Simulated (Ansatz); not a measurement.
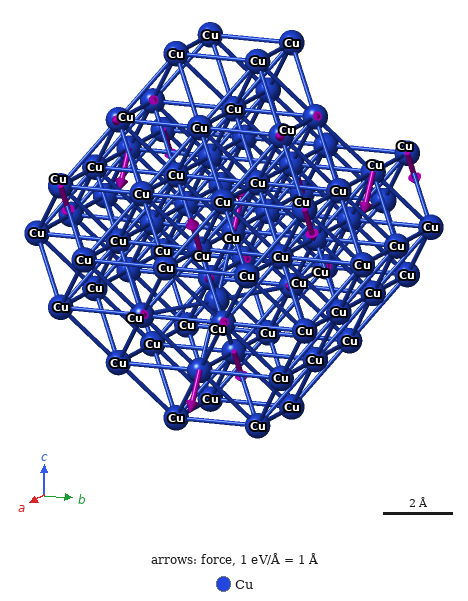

Starting geometry of a defect cell of composition Cu (started half-way along a vacancy jump, in the symmetry of that start) with the computed forces as purple arrows. A ball-and-stick model of the atoms within 5.8 Å of the atom that moves most (axes of the conventional cell (2 times the calculation's cell)), seen slightly off an axis. Lengths and directions refer to the drawn axes.

The calculation used Ansatz, DFT PBE, scalar-relativistic, plane waves, PAW.

The input:
```yaml
crystal:
  lattice:
    - [5.444622383, 0.0, 5.444622383]
    - [5.444622383, 5.444622383, 0.0]
    - [0.0, 5.444622383, 5.444622383]
  atoms:
    - { symbol: Cu, position: [0.0, 0.1666666667, 0.0] }
    - { symbol: Cu, position: [0.0, 0.6666666667, 0.0] }
    - { symbol: Cu, position: [0.3333333333, 0.0, 0.0] }
    - { symbol: Cu, position: [0.3333333333, 0.3333333333, 0.0] }
    - { symbol: Cu, position: [0.3333333333, 0.6666666667, 0.0] }
    - { symbol: Cu, position: [0.6666666667, 0.0, 0.0] }
    - { symbol: Cu, position: [0.6666666667, 0.3333333333, 0.0] }
    - { symbol: Cu, position: [0.6666666667, 0.6666666667, 0.0] }
    - { symbol: Cu, position: [0.0, 0.0, 0.3333333333] }
    - { symbol: Cu, position: [0.0, 0.3333333333, 0.3333333333] }
    - { symbol: Cu, position: [0.0, 0.6666666667, 0.3333333333] }
    - { symbol: Cu, position: [0.3333333333, 0.0, 0.3333333333] }
    - { symbol: Cu, position: [0.3333333333, 0.3333333333, 0.3333333333] }
    - { symbol: Cu, position: [0.3333333333, 0.6666666667, 0.3333333333] }
    - { symbol: Cu, position: [0.6666666667, 0.0, 0.3333333333] }
    - { symbol: Cu, position: [0.6666666667, 0.3333333333, 0.3333333333] }
    - { symbol: Cu, position: [0.6666666667, 0.6666666667, 0.3333333333] }
    - { symbol: Cu, position: [0.0, 0.0, 0.6666666667] }
    - { symbol: Cu, position: [0.0, 0.3333333333, 0.6666666667] }
    - { symbol: Cu, position: [0.0, 0.6666666667, 0.6666666667] }
    - { symbol: Cu, position: [0.3333333333, 0.0, 0.6666666667] }
    - { symbol: Cu, position: [0.3333333333, 0.3333333333, 0.6666666667] }
    - { symbol: Cu, position: [0.3333333333, 0.6666666667, 0.6666666667] }
    - { symbol: Cu, position: [0.6666666667, 0.0, 0.6666666667] }
    - { symbol: Cu, position: [0.6666666667, 0.3333333333, 0.6666666667] }
    - { symbol: Cu, position: [0.6666666667, 0.6666666667, 0.6666666667] }
basis:
  ecutwfc: 420
kpoints:
  mp_grid: { grid: [4, 4, 4] }
hamiltonian:
  xc: pbe
scf:
  occupations: { method: gaussian, width: 0.1 }
output:
  forces: true
  stress: true
  eigenvalues: true
  write_density: true
  write_potential: true
  elf: true
  volumetric_format: npy
relax:
  adjacent_minimum: "off"
  f_tol: 0.02
  max_steps: 60
  escape_saddle: false
```

Run as
```bash
ansatz run input.yaml --threads 4 --pin off --max-ram 2560MiB --backend cpu --events-out ev --progress --plain --runs-dir out
```

Q: What follows when this structure is relaxed?

A: It isn't relaxed: the largest force vector, on Cu atoms, is 1.34 eV/Å. The final displacements follow the starting forces only in part (cosine between the two patterns 0.83). Over 3 geometry steps the energy falls by 0.512 eV per cell of the calculation. Largest force component: 1.1 eV/Å at the start, 0.006 eV/Å at the end. The largest moves, 0.17 Å, are those of Cu3, Cu7, Cu9 and Cu19. Cu9 goes along [−1 0 3]. The cell doesn't change. Some distances before and after: Cu1–Cu19 2.223 → 2.385 Å, Cu15–Cu21 2.567 → 2.724 Å, Cu10–Cu11 2.567 → 2.660 Å, Cu15–Cu16 2.567 → 2.473 Å.

Limits of the set-up: the periodic images lie only 7.7 Å apart, so the values are limited by the cell's size.
